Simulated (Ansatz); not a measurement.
**HfSi3O8: density, localisation and related maps**

Input file:

```
crystal:
  lattice:
    - [3.3363963971, 0.0, 0.0]
    - [0.0, 3.3363963971, 0.0]
    - [0.0, 0.0, 9.5413915387]
  atoms:
    - { symbol: Hf, position: [0.0, 0.0, 0.0] }
    - { symbol: Si, position: [0.5, 0.5, 0.2590947594] }
    - { symbol: Si, position: [0.0, 0.0, 0.5] }
    - { symbol: Si, position: [0.5, 0.5, 0.7409052406] }
    - { symbol: O, position: [0.0, 0.5, 0.1404761686] }
    - { symbol: O, position: [0.5, 0.0, 0.3794041778] }
    - { symbol: O, position: [0.0, 0.5, 0.6205958222] }
    - { symbol: O, position: [0.5, 0.0, 0.8595238314] }
    - { symbol: O, position: [0.0, 0.5, 0.3794041778] }
    - { symbol: O, position: [0.5, 0.0, 0.6205958222] }
    - { symbol: O, position: [0.0, 0.5, 0.8595238314] }
    - { symbol: O, position: [0.5, 0.0, 0.1404761686] }
basis:
  ecutwfc: 420
kpoints:
  mp_grid: { grid: [10, 10, 4] }
  band_path:
    path:
      - [[0.0, 0.0, 0.0], [0.0, 0.5, 0.0], [0.5, 0.5, 0.0], [0.0, 0.0, 0.0], [0.0, 0.0, 0.5], [0.0, 0.5, 0.5], [0.5, 0.5, 0.5], [0.0, 0.0, 0.5]]
      - [[0.0, 0.5, 0.0], [0.0, 0.5, 0.5]]
      - [[0.5, 0.5, 0.0], [0.5, 0.5, 0.5]]
    npoints: 10
hamiltonian:
  xc: pbe
scf:
  occupations: { method: gaussian, width: 0.02 }
  n_extra_bands: 30
output:
  forces: true
  stress: true
  eigenvalues: true
  populations: true
  dos: { projected: true, de: 0.02, nscf_kmesh: { grid: [15, 15, 6] } }
  bader: false
  write_density: true
  write_potential: true
  elf: true
  volumetric_format: npy
```

Launched as:

```sh
ansatz run input.yaml --threads 1 --pin off --max-ram 2560MiB --backend cpu --events-out ev --progress --plain --runs-dir out
```

Below, planes, directions and counts refer to the conventional cell (a = 3.34 Å, b = 3.34 Å, c = 9.54 Å, α = 90.00°, β = 90.00°, γ = 90.00°).

Space group P4/mmm; a structure generated by program, which may or may not match a known phase.

Computed with DFT PBE, scalar-relativistic, plane waves, PAW in Ansatz 0.2.0.

In a PAW calculation such maps are meaningful between the atoms, not at the nuclei.

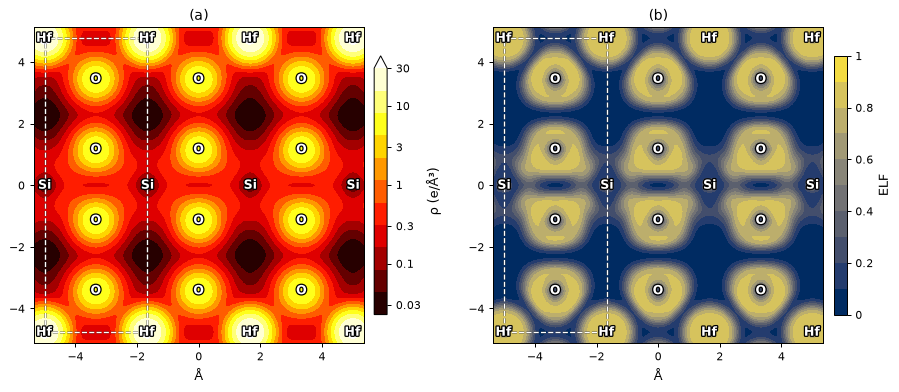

Figure 1. (a) valence pseudo-density; (b) ELF on the (100) plane of the conventional cell.

Describe what can be read from this map.

Answer.
- The plane passes through Hf, Si and O nuclei.
- Si–O (2.03 Å): ρ is about 0.57 e/Å³ halfway; the ELF peaks at about 0.85 between the atoms.
- Hf–O (2.14 Å): the density is about 0.68 e/Å³ at the midpoint; the ELF peaks at about 0.85 in the valence shell of O, 0.6 Å from its nucleus, and drops to about 0.20 between the two atoms: no localised pair shows between them.
- Between the atoms the lowest density in this plane is 0.02 e/Å³.
- The features right at Hf lie inside the PAW spheres, where the map follows smoothed inner orbitals and isn't to be read closely.

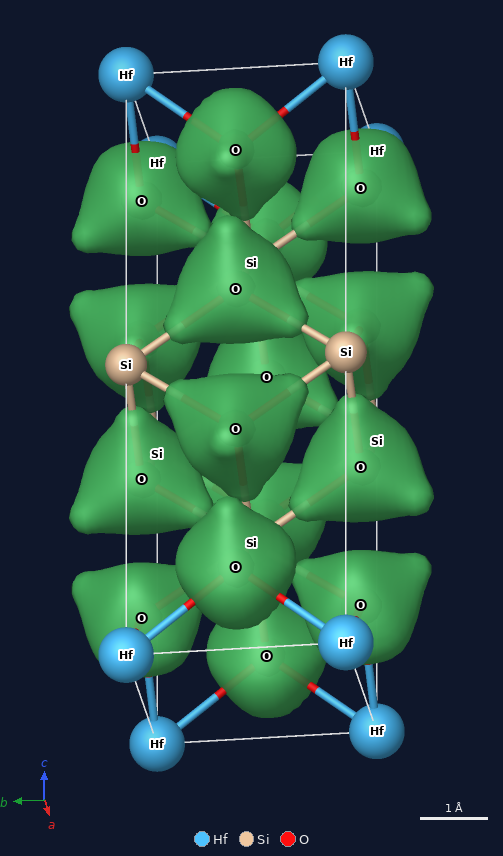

Figure 2. Isosurface of the ELF at 0.6 (green), seen at an oblique angle. Core shells and regions of very low density are left out. Sticks mark near contacts.

What do the ELF domains correspond to?

Answer. The ELF exceeds this value in eight regions on O in which the atom's valence shell and bonds are merged, counted in one cell of 12 atoms. Regions shared between cells count once. Along the contacts the grid gives the following. Si–O (2.02 Å): the ELF peaks at about 0.85 between the atoms.

Does the calculation give a band gap?

Answer. It is gapped, with a Kohn–Sham gap of 0.35 eV on the k-point mesh, an upper bound to the gap of this method.
